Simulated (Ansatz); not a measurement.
# Two runs on Cu

System: Cu (P-1, 1 atom in the cell).
Method of run A: Kohn-Sham DFT of a periodic cell, PBE, Ansatz PAW, no spin polarisation (Ansatz 0.2.0).

The structure derives from an entry of the Crystallography Open Database. Text and figures count atoms from 1; the logs count them from 0 in places.

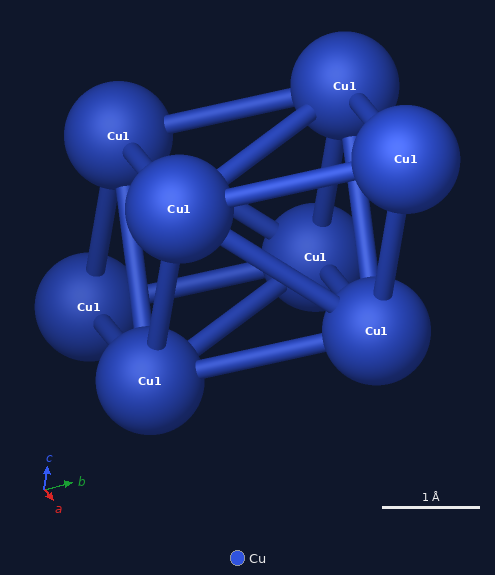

The input geometry (ball-and-stick view of the reduced cell, seen slightly off an axis; atoms are numbered from 1 in the order of the input). An atom can appear more than once, as a periodic image. Near neighbours in the periodic cell (some may lie outside the picture): Cu has 12 Cu at 2.51 to 2.60 Å.

**Input, run A**
```yaml
crystal:
  lattice:
    - [-0.00442558, 1.78843077, 1.83853466]
    - [1.82290694, -0.01748676, 1.85159583]
    - [1.78281821, 1.76140322, 0.02260197]
  atoms:
    - { symbol: Cu, position: [0.0, 0.0, 0.0] }
hamiltonian:
  xc: pbe
  pseudopotentials: { kind: paw }
kpoints:
  mp_grid: { grid: [13, 12, 13] }
scf:
  occupations: { method: fermi_dirac, width: 0.05 }
output:
  forces: true
  stress: true
  eigenvalues: true
  write_density: true
  write_potential: true
  elf: true
  volumetric_format: npy
relax:
  f_tol: 0.01
  max_steps: 40
  cell: { stress_tol: 0.05 }
```

Launched with:
```bash
ansatz run input.yaml --threads 2 --pin off --max-ram 5632MiB --backend cpu --events-out ev --progress --plain --runs-dir out
```

Hardware: 2 threads of Intel Xeon @ 2.90GHz (Ice Lake), 16 GiB of memory available, shared host.

**Output, shortened to warnings, some set-up lines, iterations and results (run A)**
```
Basis set: ecut = 420 eV, 247 PW (Γ), exchange–correlation on 36×36×36 points (8 copies of the dense FFT grid, shifted against one another)
Symmetry: 2 space group operations
k-points: 1015 of 2028
Initial density: superposition of atomic densities (neutral atoms: chi_scale 0, normalization atom), corrected by the library's trained network
[...]
SCF iter   1: F=—  HF=-6625.175029 eV  |F-HF|=—  |Δ(HF+E_count)|=         —  Δρ=1.25e-3  dr2=7.57e-5  ethr=1.77e-3  ⟨swp⟩=5.7  Hψ=71871  notcnv=0
SCF iter   2: F=—  HF=-6625.175134 eV  |F-HF|=—  |Δ(HF+E_count)|=   1.05e-4  Δρ=5.11e-4  dr2=9.54e-6  ethr=3.98e-7  ⟨swp⟩=2.5  Hψ=32930  notcnv=0
SCF iter   3: F=—  HF=-6625.175145 eV  |F-HF|=—  |Δ(HF+E_count)|=   1.10e-5  Δρ=9.19e-5  dr2=3.65e-7  ethr=5.02e-8  ⟨swp⟩=2.5  Hψ=18744  notcnv=0
SCF iter   4: F=-6625.175146 eV  HF=-6625.175146 eV  |F-HF|=3.43e-9  |Δ(HF+E_count)|=   4.41e-7  Δρ=1.21e-5  dr2=4.23e-9  ethr=1.92e-9  ⟨swp⟩=2.4  Hψ=19043  notcnv=0
SCF iter   5: F=-6625.175146 eV  HF=-6625.175146 eV  |F-HF|=5.67e-9  |Δ(HF+E_count)|=   1.09e-8  Δρ=7.85e-6  dr2=3.63e-9  ethr=2.23e-11  ⟨swp⟩=2.0  Hψ=23604  notcnv=0
[... 30 lines ...]
SCF iter   4: F=—  HF=-6625.179225 eV  |F-HF|=—  |Δ(HF+E_count)|=   1.05e-8  Δρ=9.92e-7  dr2=3.44e-11  ethr=2.97e-11  ⟨swp⟩=2.0  Hψ=19400  notcnv=0
SCF iter   5: F=-6625.179225 eV  HF=-6625.179225 eV  |F-HF|=2.73e-12  |Δ(HF+E_count)|=  1.30e-10  Δρ=1.24e-7  dr2=7.46e-13  ethr=1.00e-12  ⟨swp⟩=1.0  Hψ=14232  notcnv=0
SCF iter   6: F=-6625.179225 eV  HF=-6625.179225 eV  |F-HF|=3.64e-12  |Δ(HF+E_count)|=  1.82e-12  Δρ=1.87e-8  dr2=1.59e-14  ethr=1.00e-12  ⟨swp⟩=3.2  Hψ=52317  notcnv=0
SCF 5 converged in 6 iterations: F = -6625.179225 eV  dr2 = 1.59e-14
relax step   5: F+E_penalty+E_count = -6625.17922523 eV  Δ(F+E_penalty+E_count) = -9.344e-5 eV  max|allowed force component| = 0.000e0 eV/Å  Δτ_max = 0.0000 Å  P = -0.012 GPa …
basis re-selected at this cell: Δ(F+E_penalty+E_count) = -9.344e-5 eV, ΔP = -0.014 GPa vs the last step (what re-selecting the basis moved, of the pressure what is left beyond the Pulay correction that the steps carried, after the strain that the cell walked since its last selection, with what the …
SCF converged after 6 iterations
Free energy (F): -6625.179225 eV
Harris-Foulkes:  -6625.179225 eV  (|F-HF|=3.64e-12)
Internal energy: -6625.177786 eV  (E = F + TS)
E sigma→0 (E₀):  -6625.178505 eV
Entropy (-TS):   -0.001440 eV (-1.440 meV/atom)
Fermi energy:    16.538648 eV
--- Per-component energies (eV) ---
  E_band       = -363.549772
  E_kinetic    = 299.802136
  E_local      = -4072.182754  (includes V_loc(G=0)·N_el)
  E_nonlocal   = 389.889407
  E_hartree    = 1793.203900
  E_xc         = -89.487994
  E_vxc        = -115.477572  (∫ρ·V_xc dr)
  E_paw        = -1662.956175  (= ΣΔE_a)
  E_vpaw       = -451.989090  (= ΣTr[D̂ρ^β])
  E_aug_tail   = 0.000293  (compensation charges beyond the density's cutoff)
  E_ewald      = -3283.446598
  E_smearing   = -0.001440  (= −TS)
  E_closure    = 0.000000  (closes the sum)
  Σ components = -6625.179225   (vs F -6625.179225, Δ=0.00e0)
--- Forces (eV/Å), atoms counted from 1 ---
  atom   1  Cu     0.00000000     0.00000000     0.00000000
  max |Σ_I F_I| component: 0.00e0 eV/Å
--- Stress (GPa, compression-positive) ---
       -0.010592      -0.005078      -0.006796
       -0.005078      -0.021058       0.009282
       -0.006796       0.009282      -0.004117
  P = ⅓ Tr σ = -0.0119 GPa (-0.119 kbar)
--- Relaxed structure (4 steps of the walk, 4 accepted, 1 SCFs on fresh bases) ---
  F+E_penalty+E_count = -6625.17922523 eV   max|allowed force component| = 0.000e0 eV/Å   (the final SCF, on the basis selected at the relaxed cell)
  cell:  # Å, volume = 11.9509 Å³
    - [0.002314815670513729, 1.8053275597056515, 1.8121485466812737]
    - [1.8239138107306023, -0.009440189096656112, 1.823719797213842]
    - [1.812398611376672, 1.8054975968000482, 0.002180136873988884]
  atoms:
    - { symbol: Cu, position: [0.0, 0.0, 0.0] }
```

For run B the input was changed thus:
```diff
-  xc: pbe
+  xc: lda
```

What does this change do to the results?

The total energies belong to different methods, so their difference says nothing on which is more stable or more accurate. The volume per atom goes from 11.95 to 10.89 Å³. The functional changes from PBE to LDA. The SCF takes 37 iterations over all geometry steps against 30. On the same kind of shared host run B took about 1.5 times as long.

**Output, shortened to warnings, some set-up lines, iterations and results (run B)**
```
Basis set: ecut = 420 eV, 247 PW (Γ)
Symmetry: 2 space group operations
k-points: 1015 of 2028
Initial density: superposition of atomic densities (neutral atoms: chi_scale 0, normalization atom), corrected by the library's trained network
[...]
SCF iter   1: F=—  HF=-6555.691994 eV  |F-HF|=—  |Δ(HF+E_count)|=         —  Δρ=2.32e-2  dr2=2.83e-2  ethr=1.77e-3  ⟨swp⟩=5.7  Hψ=71957  notcnv=0
SCF iter   2: F=—  HF=-6555.684747 eV  |F-HF|=—  |Δ(HF+E_count)|=   7.25e-3  Δρ=1.83e-3  dr2=3.15e-4  ethr=1.49e-4  ⟨swp⟩=2.7  Hψ=31213  notcnv=0  defer=304
SCF iter   3: F=—  HF=-6555.684689 eV  |F-HF|=—  |Δ(HF+E_count)|=   5.80e-5  Δρ=1.40e-3  dr2=6.26e-5  ethr=1.66e-6  ⟨swp⟩=2.2  Hψ=22182  notcnv=0  defer=304
SCF iter   4: F=—  HF=-6555.684721 eV  |F-HF|=—  |Δ(HF+E_count)|=   3.23e-5  Δρ=2.84e-5  dr2=4.43e-8  ethr=3.30e-7  ⟨swp⟩=1.0  Hψ=13919  notcnv=0  defer=304
SCF iter   5: F=-6555.684721 eV  HF=-6555.684721 eV  |F-HF|=2.35e-10  |Δ(HF+E_count)|=   1.22e-7  Δρ=4.97e-6  dr2=1.03e-9  ethr=2.33e-10  ⟨swp⟩=2.1  Hψ=23568  notcnv=0  …
[... 41 lines ...]
SCF iter   4: F=—  HF=-6555.726496 eV  |F-HF|=—  |Δ(HF+E_count)|=  1.34e-10  Δρ=1.07e-6  dr2=3.08e-11  ethr=4.84e-12  ⟨swp⟩=2.5  Hψ=20181  notcnv=0
SCF iter   5: F=—  HF=-6555.726496 eV  |F-HF|=—  |Δ(HF+E_count)|=  6.64e-11  Δρ=3.98e-7  dr2=4.63e-12  ethr=1.00e-12  ⟨swp⟩=5.0  Hψ=55596  notcnv=0
SCF iter   6: F=-6555.726496 eV  HF=-6555.726496 eV  |F-HF|=9.09e-13  |Δ(HF+E_count)|=  7.28e-12  Δρ=6.77e-8  dr2=1.37e-13  ethr=1.00e-12  ⟨swp⟩=4.5  Hψ=49271  notcnv=0
SCF 7 converged in 6 iterations: F = -6555.726496 eV  dr2 = 1.37e-13
relax step   7: F+E_penalty+E_count = -6555.72649645 eV  Δ(F+E_penalty+E_count) = -4.366e-7 eV  max|allowed force component| = 0.000e0 eV/Å  Δτ_max = 0.0000 Å  P = +0.000 GPa …
basis re-selected at this cell: Δ(F+E_penalty+E_count) = -4.366e-7 eV, ΔP = -0.000 GPa vs the last step (what re-selecting the basis moved, of the pressure what is left beyond the Pulay correction that the steps carried, after the strain that the cell walked since its last selection, with what the …
SCF converged after 6 iterations
Free energy (F): -6555.726496 eV
Harris-Foulkes:  -6555.726496 eV  (|F-HF|=9.09e-13)
Internal energy: -6555.725179 eV  (E = F + TS)
E sigma→0 (E₀):  -6555.725838 eV
Entropy (-TS):   -0.001318 eV (-1.318 meV/atom)
Fermi energy:    18.188762 eV
--- Per-component energies (eV) ---
  E_band       = -333.705730
  E_kinetic    = 301.598868
  E_local      = -3901.646160  (includes V_loc(G=0)·N_el)
  E_nonlocal   = 393.364569
  E_hartree    = 1719.945347
  E_xc         = -89.920877
  E_vxc        = -116.634534  (∫ρ·V_xc dr)
  E_paw        = -1592.315581  (= ΣΔE_a)
  E_vpaw       = -450.279436  (= ΣTr[D̂ρ^β])
  E_aug_tail   = 0.000247  (compensation charges beyond the density's cutoff)
  E_ewald      = -3387.201252
  E_core_change = 0.449660  (= ΣΔE_core)
  E_smearing   = -0.001318  (= −TS)
  E_closure    = 0.000000  (closes the sum)
  Σ components = -6555.726496   (vs F -6555.726496, Δ=0.00e0)
--- Forces (eV/Å), atoms counted from 1 ---
  atom   1  Cu     0.00000000     0.00000000     0.00000000
  max |Σ_I F_I| component: 0.00e0 eV/Å
--- Stress (GPa, compression-positive) ---
       -0.000111      -0.000183      -0.002643
       -0.000183       0.002882      -0.000047
       -0.002643      -0.000047      -0.001475
  P = ⅓ Tr σ = 0.0004 GPa (0.004 kbar)
--- Relaxed structure (5 steps of the walk, 5 accepted, 2 SCFs on fresh bases) ---
  F+E_penalty+E_count = -6555.72649645 eV   max|allowed force component| = 0.000e0 eV/Å   (the final SCF, on the basis selected at the relaxed cell)
  cell:  # Å, volume = 10.8861 Å³
    - [0.0025544276731124995, 1.7514738411634885, 1.7571836948091195]
    - [1.7672859999971327, -0.0076819528400980785, 1.7672676290408833]
    - [1.7571361610327105, 1.7514998850231713, 0.0025355059241015457]
  atoms:
    - { symbol: Cu, position: [0.0, 0.0, 0.0] }
```

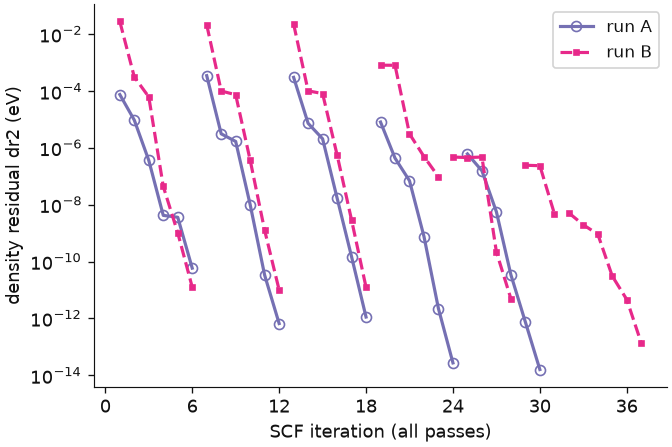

Convergence of the two runs: density residual dr2 against the SCF iteration. A break in a curve parts two SCF passes. Run A takes 30 iterations in all, and run B takes 37.

**The two runs side by side**

```tsv
quantity	run A	run B
outcome	converged	converged
free energy per atom (eV)	−6625.1792	−6555.7265
energy per atom, smearing taken to zero (eV)	−6625.1785	−6555.7258
gap on the mesh (eV)	0.00	0.00
pressure (GPa)	−0.01	0.00
volume per atom (Å³)	11.95	10.89
largest force (eV/Å)	0.000	0.000
SCF iterations	30	37
irreducible k-points	1015	1015
wall time (shared host)	47 s	69 s
```
